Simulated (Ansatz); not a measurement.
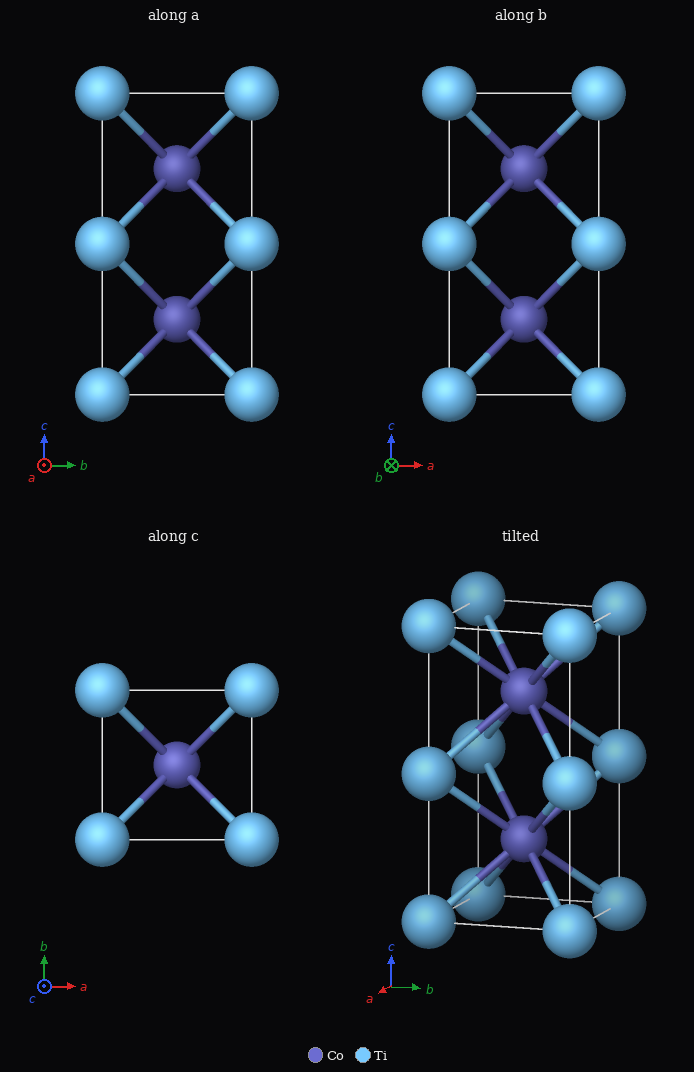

Figure: ball-and-stick view along the a axis, along the b axis, along the c axis and slightly off an axis. Lines trace the edges of the unit cell.

Lattice parameters: a = 2.9629 Å, b = 2.9629 Å, c = 5.9772 Å, α = 90.000°, β = 90.000°, γ = 90.000°.

**Put the structure into a CIF in P1 with every atom of the cell.**

```cif
data_structure
_symmetry_space_group_name_H-M 'P 1'
_symmetry_Int_Tables_number 1
_cell_length_a 2.9629
_cell_length_b 2.9629
_cell_length_c 5.9772
_cell_angle_alpha 90.000
_cell_angle_beta 90.000
_cell_angle_gamma 90.000
_cell_volume 52.47
loop_
_atom_site_label
_atom_site_type_symbol
_atom_site_fract_x
_atom_site_fract_y
_atom_site_fract_z
_atom_site_occupancy
Co1 Co 0.5000 0.5000 0.7500 1
Ti1 Ti 0.0000 0.0000 0.0000 1
Co2 Co 0.5000 0.5000 0.2500 1
Ti2 Ti 0.0000 0.0000 0.5000 1
```

The cell started as a structure type filled with these elements by a generator (whether the compound takes this form wasn't checked). Earlier steps of the study may have refined or changed the cell and positions. It was the input of a calculation with Ansatz.
